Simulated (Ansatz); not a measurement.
## Geometry relaxation, with input and output: Al$_{4}$Ga$_{13}$N$_{15}$ (charge −1) (part 2 of 3)

The same run, continued: Al$_{4}$Ga$_{13}$N$_{15}$ (defect cell, 32 atoms in the cell, total charge −1); DFT PBEsol, scalar-relativistic, plane waves, PAW, spin-polarised (Ansatz 0.2.0); cutoff 420 eV, 2×2×2 k-mesh, Gaussian smearing of 0.01 eV, collinear spins. The structure derives from a Materials Project entry. It belongs to a series of runs on one base structure; here: Ga on a N site (e), charge -1, atoms relaxed at the host's cell.

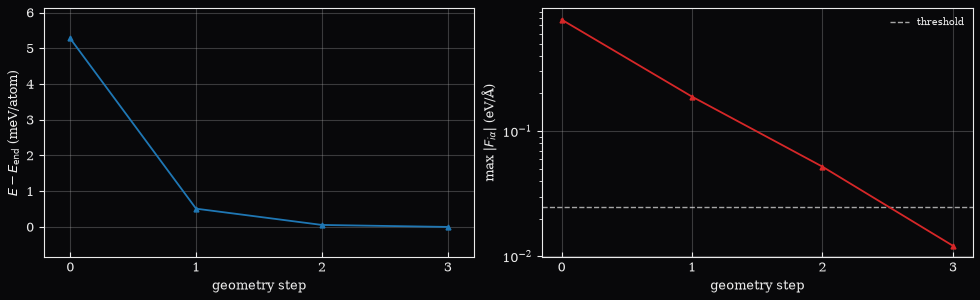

*Progress of the relaxation, step by step (the first geometry is step 0 here and step 1 in the log).*

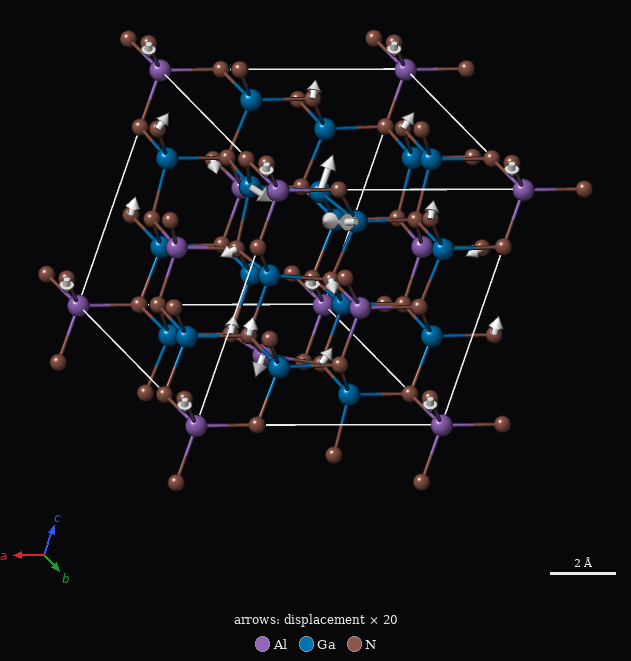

*The starting structure with the displacements as white arrows, magnified 20 times (ball-and-stick view of the cell of the calculation, with bonded neighbours outside it, seen at an oblique angle).*

Over 3 geometry steps the energy falls by 5.3 meV per atom. Largest force component: 0.78 eV/Å at the start, 0.012 eV/Å at the end. The largest move is that of Ga17, 0.062 Å. Largest moves by element: Ga 0.062 Å, Al 0.037 Å, N 0.031 Å. The lattice vectors keep their values. Distances before and after: Ga11–Ga17 2.211 → 2.189 Å, Al2–N24 1.847 → 1.868 Å, Ga13–N24 1.965 → 1.943 Å, Ga11–N23 1.930 → 1.949 Å. Among the angles that change: Ga17–Ga16–N21 98.3° → 102.3°, N28–Ga16–N32 119.7° → 117.6°. (Atoms are counted from 1 in the order of the input.)

```
SCF converged after 7 iterations
Magnetization: 1.0000 μB (129.0000 up, 128.0000 down)
Absolute magnetization: 1.0552 μB (∫|ρ↑−ρ↓|, with the PAW one-centre terms)
Spin contamination: 0.0025 ħ² per cell (⟨S²⟩ above its minimum at these occupations)
Per-site moments (μB) at R_I (Å): [(0.001234208585809497, 0.7704110550780767), (0.034669667347367344, 0.7706551616754708), (0.0012342085858095715, 0.7704110550780768), (0.001234208585809495, 0.7704110550780768), (0.006638351085040999, 0.8038580758794698), (0.0018830093859107913, 0.7892585968263164), (-0.00015539025372459666, 0.7870148315290325), (-0.00015539025372463447, 0.7870148315290325), (0.001883009385910708, 0.7892585968263166), (-0.0001553902537247175, 0.7870148315290321), (0.0066383510850406766, 0.80385807587947), (-0.00015539025372463574, 0.7870148315290326), (0.0018830093859108455, 0.7892585968263166), (-0.00015539025372472985, 0.7870148315290321), (-0.00015539025372466353, 0.7870148315290326), (0.006638351085040675, 0.80385807587947), (0.10477264106336141, 0.9027897278640479), (0.007297797662513891, 0.7712227394714256), (0.007297797662513829, 0.771222739471426), (0.00729779766251391, 0.771222739471426), (0.0378724752729258, 0.7704110550780768), (0.0006743804612724867, 0.781078664294283), (0.0006743804612725075, 0.781078664294282), (0.036259681375503755, 0.7706551616754708), (0.03787247527292542, 0.7704110550780768), (0.0006743804612721616, 0.781078664294283), (0.036259681375503346, 0.7706551616754708), (0.0006743804612721981, 0.781078664294282), (0.03787247527292567, 0.7704110550780767), (0.03625968137550371, 0.7706551616754709), (0.0006743804612725, 0.7810786642942823), (0.000674380461272497, 0.7810786642942823)]
Free energy (F): -56443.497816 eV
Harris-Foulkes:  -56443.497816 eV  (|F-HF|=1.31e-10)
Internal energy: -56443.497816 eV  (E = F + TS)
E sigma→0 (E₀):  -56443.497816 eV
Fermi energy:    11.305952 eV
--- Per-component energies (eV) ---
  E_band       = -3.074948
  E_kinetic    = 3622.084420
  E_local      = -27501.950623  (includes V_loc(G=0)·N_el)
  E_nonlocal   = 6302.873644
  E_hartree    = 12660.339429
  E_xc         = -1968.272588
  E_vxc        = -2049.033169  (∫ρ·V_xc dr)
  E_paw        = -29031.883229  (= ΣΔE_a)
  E_vpaw       = -5697.727363  (= ΣTr[D̂ρ^β])
  E_aug_tail   = 0.000256  (compensation charges beyond the density's cutoff)
  E_ewald      = -20538.405874
  E_core_change = 11.716750  (= ΣΔE_core)
  E_smearing   = -0.000000  (= −TS)
  E_closure    = -0.000000  (closes the sum)
  E_deformation_potential = -18.391946  (in the stress; not in F)
  Σ components = -56443.497816   (vs F -56443.497816, Δ=0.00e0)
--- Forces (eV/Å), atoms counted from 1 ---
  atom   1  Al    -0.00094393    -0.00094393     0.00053461
  atom   2  Al    -0.00055502    -0.00055502     0.00055502
  atom   3  Al    -0.00053461    -0.00094393     0.00094393
  atom   4  Al    -0.00094393    -0.00053461     0.00094393
  atom   5  Ga    -0.00280288    -0.00280288     0.00593486
  atom   6  Ga    -0.00199714    -0.00199714     0.00369401
  atom   7  Ga    -0.00751230    -0.00454177     0.00726485
  atom   8  Ga    -0.00454177    -0.00751230     0.00726485
  atom   9  Ga    -0.00199714    -0.00369401     0.00199714
  atom  10  Ga    -0.00454177    -0.00726485     0.00751230
  atom  11  Ga    -0.00280288    -0.00593486     0.00280288
  atom  12  Ga    -0.00751230    -0.00726485     0.00454177
  atom  13  Ga    -0.00369401    -0.00199714     0.00199714
  atom  14  Ga    -0.00726485    -0.00454177     0.00751230
  atom  15  Ga    -0.00726485    -0.00751230     0.00454177
  atom  16  Ga    -0.00593486    -0.00280288     0.00280288
  atom  17  Ga    -0.00002524    -0.00002524     0.00002524
  atom  18  N      0.00563754     0.00563754     0.00247881
  atom  19  N      0.00563754    -0.00247881    -0.00563754
  atom  20  N     -0.00247881     0.00563754    -0.00563754
  atom  21  N     -0.00569928     0.01215774    -0.01215774
  atom  22  N      0.00234868    -0.00006704    -0.00416211
  atom  23  N      0.00234868     0.00416211     0.00006704
  atom  24  N      0.00776674     0.00638275    -0.00638275
  atom  25  N      0.01215774    -0.00569928    -0.01215774
  atom  26  N     -0.00006704     0.00234868    -0.00416211
  atom  27  N      0.00638275     0.00776674    -0.00638275
  atom  28  N      0.00416211     0.00234868     0.00006704
  atom  29  N      0.01215774     0.01215774     0.00569928
  atom  30  N      0.00638275     0.00638275    -0.00776674
  atom  31  N     -0.00006704     0.00416211    -0.00234868
  atom  32  N      0.00416211    -0.00006704    -0.00234868
  max |Σ_I F_I| component: 3.73e-5 eV/Å
--- Charged-cell corrections in eV (Makov–Payne, q = -1.000 e, ε = 9.924) ---
  F (periodic)     = -56443.497816  (uncorrected; the corrections below are reported, never added to it)
  E_corr1          = +0.295490  (monopole, q²α_M/2εL)
  F Makov-Payne    = -56443.202327  (F + E_corr1; no measured alignment; for a localised charge, not one spread in a band: unchecked)
  no potential alignment in this run, which stands beside a crystal: run the host's input off ansatz write-host-input, and read the two finished runs by ansatz place-levels (neither reads a slab, a wire or a sheet, whose cell leaves a vacuum)
--- Band table (eV) ---
  k-point 0 ↑: bands = ["-6.0566", "-6.0368", "-6.0368", "-5.7916", "-5.5217", "-5.4761", "-5.4761", "-5.3976", "-5.3976", "-5.3532", "-5.3532", "-5.3422", "-5.3083", "-5.2527", "-5.2527", "-4.0411", "-4.0404", "-4.0404", "-3.9968", "-3.9968", "-3.9862", "-3.9859", "-3.9669", "-3.9669", "-3.9559", "-3.9559", "-3.9316", "-3.9316", "-3.9205", "-3.8944", "-3.8932", "-3.8855", "-3.8855", "-3.8690", "-3.8690", "-3.8686", "-3.8340", "-3.8297", "-3.8297", "-3.8227", "-3.8227", "-3.8138", "-3.8006", "-3.8006", "-3.7934", "-3.7745", "-3.7693", "-3.7693", "-3.7591", "-3.7361", "-3.7361", "-3.6826", "-3.6826", "-3.6127", "-3.5793", "-3.5793", "-3.5617", "-3.5389", "-3.4897", "-3.4897", "-3.4581", "-3.4581", "-3.4570", "-3.4096", "-2.8241", "-2.8085", "-2.8085", "-2.7086", "-2.7086", "-2.6084", "-2.6084", "-2.5175", "-2.5070", "-2.5070", "-2.4737", "-2.4040", "-2.4040", "-2.2845", "-2.1813", "-2.1813", "2.1767", "3.0838", "3.0838", "3.1668", "3.1668", "3.3126", "3.4152", "3.6625", "3.6625", "3.9510", "3.9510", "3.9811", "4.3753", "5.4622", "5.4622", "5.4650", "5.7543", "5.9644", "6.0405", "6.0405", "6.2829", "6.2829", "6.3380", "6.3380", "6.4046", "6.6719", "6.6719", "6.6797", "7.2627", "7.2785", "7.2785", "7.3431", "7.3431", "7.4273", "7.4556", "7.5874", "7.5874", "7.6887", "8.1753", "8.1753", "8.3253", "8.6592", "8.6592", "8.7389", "8.7389", "8.7789", "10.9817", "11.0617", "11.0617", "13.6232", "13.6232", "13.6437", "14.0113", "14.3318", "14.3318", "14.3988", "14.5954", "14.5954", "14.8765", "15.0001", "15.0001", "15.0438", "15.1024", "15.1024", "16.0649", "16.6950", "16.6950", "16.9461", "17.3191", "17.3191", "17.3395", "17.6781", "17.6781", "17.7812", "18.0365", "18.0365", "18.1636", "18.7787", "18.9626", "18.9626", "19.3692"]
  k-point 1 ↑: bands = ["-6.3561", "-5.8307", "-5.7710", "-5.6808", "-5.6451", "-5.5485", "-5.4850", "-5.4352", "-5.4297", "-5.3907", "-5.3737", "-5.3004", "-5.2996", "-5.2525", "-5.2319", "-4.0482", "-4.0390", "-4.0348", "-4.0118", "-4.0107", "-4.0019", "-3.9825", "-3.9778", "-3.9649", "-3.9538", "-3.9527", "-3.9445", "-3.9410", "-3.9297", "-3.9192", "-3.9104", "-3.8933", "-3.8877", "-3.8685", "-3.8550", "-3.8501", "-3.8362", "-3.8328", "-3.8252", "-3.8081", "-3.8046", "-3.7980", "-3.7976", "-3.7834", "-3.7809", "-3.7774", "-3.7556", "-3.7484", "-3.7394", "-3.7277", "-3.7129", "-3.6908", "-3.6851", "-3.6336", "-3.5912", "-3.5286", "-3.5164", "-3.5115", "-3.4735", "-3.4712", "-3.4339", "-3.4099", "-3.3892", "-3.3274", "-3.2184", "-2.9699", "-2.9109", "-2.8795", "-2.8231", "-2.6776", "-2.6520", "-2.5962", "-2.4956", "-2.4473", "-2.3850", "-2.3172", "-2.2426", "-2.1548", "-2.1415", "-2.0325", "2.2531", "2.6706", "2.8982", "3.0827", "3.3132", "3.4323", "3.5175", "3.5805", "3.8731", "3.8833", "4.3064", "4.4678", "4.8113", "5.0281", "5.0427", "5.4208", "5.4733", "5.5125", "5.5630", "6.1767", "6.1804", "6.2392", "6.3279", "6.4110", "6.9025", "6.9396", "6.9754", "7.0749", "7.0808", "7.1038", "7.1446", "7.3562", "7.3923", "7.3956", "7.4794", "7.8150", "7.8913", "7.9294", "8.1382", "8.2254", "8.2397", "8.3579", "8.3817", "8.5399", "8.6390", "8.6470", "10.6800", "10.9326", "11.0013", "12.6476", "13.3549", "13.6770", "14.1975", "14.4647", "14.5056", "14.9208", "14.9921", "15.0079", "15.2585", "15.4627", "15.5822", "15.8210", "15.9027", "16.1267", "16.1467", "16.7008", "16.7467", "17.0630", "17.1353", "17.1884", "17.3248", "17.3329", "17.4919", "17.6401", "17.7185", "17.9592", "18.0101", "18.1591", "18.5370", "18.5495", "18.8401"]
  k-point 0 ↓: bands = ["-6.0284", "-6.0232", "-6.0232", "-5.7654", "-5.5058", "-5.4630", "-5.4630", "-5.3733", "-5.3733", "-5.3474", "-5.3474", "-5.3191", "-5.3070", "-5.2283", "-5.2283", "-4.0389", "-4.0389", "-4.0382", "-3.9952", "-3.9952", "-3.9848", "-3.9840", "-3.9658", "-3.9658", "-3.9533", "-3.9533", "-3.9303", "-3.9303", "-3.9195", "-3.8938", "-3.8915", "-3.8843", "-3.8843", "-3.8680", "-3.8680", "-3.8665", "-3.8336", "-3.8271", "-3.8271", "-3.8206", "-3.8206", "-3.8115", "-3.7952", "-3.7952", "-3.7862", "-3.7741", "-3.7639", "-3.7639", "-3.7588", "-3.7338", "-3.7338", "-3.6758", "-3.6758", "-3.6099", "-3.5681", "-3.5681", "-3.5527", "-3.5280", "-3.4819", "-3.4819", "-3.4536", "-3.4536", "-3.4362", "-3.4060", "-2.7619", "-2.7619", "-2.7299", "-2.6945", "-2.6945", "-2.5898", "-2.5898", "-2.5145", "-2.4970", "-2.4970", "-2.4580", "-2.3737", "-2.3737", "-2.2603", "-2.1759", "-2.1759", "2.3510", "3.0948", "3.0948", "3.1861", "3.1861", "3.3186", "3.4486", "3.6730", "3.6730", "3.9892", "3.9892", "4.0459", "4.4978", "5.4883", "5.4885", "5.4885", "5.7876", "5.9787", "6.0585", "6.0585", "6.3009", "6.3009", "6.3735", "6.3735", "6.4504", "6.6980", "6.6980", "6.7414", "7.2779", "7.3054", "7.3054", "7.3623", "7.3623", "7.4349", "7.6120", "7.6452", "7.6452", "7.6979", "8.2048", "8.2048", "8.4070", "8.6866", "8.6866", "8.7642", "8.7642", "8.7895", "11.1803", "11.1803", "11.5332", "13.6384", "13.6384", "13.6878", "14.0424", "14.3660", "14.3660", "14.4706", "14.6738", "14.6738", "14.8828", "15.0269", "15.0269", "15.1124", "15.1505", "15.1505", "16.1016", "16.7293", "16.7293", "17.0399", "17.3435", "17.3435", "17.3544", "17.7050", "17.7050", "17.8613", "18.0851", "18.0851", "18.2361", "18.8628", "19.0095", "19.0095", "19.4104"]
  k-point 1 ↓: bands = ["-6.3345", "-5.8185", "-5.7539", "-5.6550", "-5.6316", "-5.5243", "-5.4731", "-5.4125", "-5.4068", "-5.3801", "-5.3636", "-5.2948", "-5.2856", "-5.2271", "-5.2119", "-4.0459", "-4.0375", "-4.0331", "-4.0105", "-4.0090", "-3.9994", "-3.9806", "-3.9761", "-3.9640", "-3.9521", "-3.9513", "-3.9435", "-3.9387", "-3.9276", "-3.9177", "-3.9092", "-3.8918", "-3.8856", "-3.8667", "-3.8536", "-3.8486", "-3.8352", "-3.8321", "-3.8241", "-3.8065", "-3.8027", "-3.7943", "-3.7941", "-3.7800", "-3.7781", "-3.7693", "-3.7542", "-3.7452", "-3.7337", "-3.7249", "-3.7053", "-3.6823", "-3.6821", "-3.6276", "-3.5851", "-3.5114", "-3.5056", "-3.5038", "-3.4661", "-3.4644", "-3.4298", "-3.4048", "-3.3789", "-3.3156", "-3.2049", "-2.9491", "-2.8935", "-2.8614", "-2.7480", "-2.6277", "-2.6087", "-2.5666", "-2.4825", "-2.4298", "-2.3673", "-2.3061", "-2.2195", "-2.1371", "-2.1308", "-2.0242", "2.4111", "2.6930", "2.9178", "3.1338", "3.3204", "3.4514", "3.5411", "3.5971", "3.9033", "3.9255", "4.3538", "4.5195", "4.8297", "5.0593", "5.0631", "5.4557", "5.5012", "5.5320", "5.6309", "6.2007", "6.2070", "6.2692", "6.3780", "6.5094", "6.9323", "6.9659", "6.9929", "7.0921", "7.0957", "7.1269", "7.1737", "7.3928", "7.4201", "7.4265", "7.5054", "7.8760", "7.9198", "7.9694", "8.1600", "8.2411", "8.2849", "8.3749", "8.4586", "8.5750", "8.6651", "8.6735", "10.8689", "11.1255", "11.4318", "12.6750", "13.4017", "13.7391", "14.2617", "14.4876", "14.5222", "14.9515", "15.0256", "15.0604", "15.2779", "15.5133", "15.6385", "15.8468", "15.9319", "16.1502", "16.1931", "16.7480", "16.7979", "17.1208", "17.1506", "17.2249", "17.3532", "17.3778", "17.5252", "17.7125", "17.8184", "18.0133", "18.0511", "18.2082", "18.5734", "18.5929", "18.8657"]
```
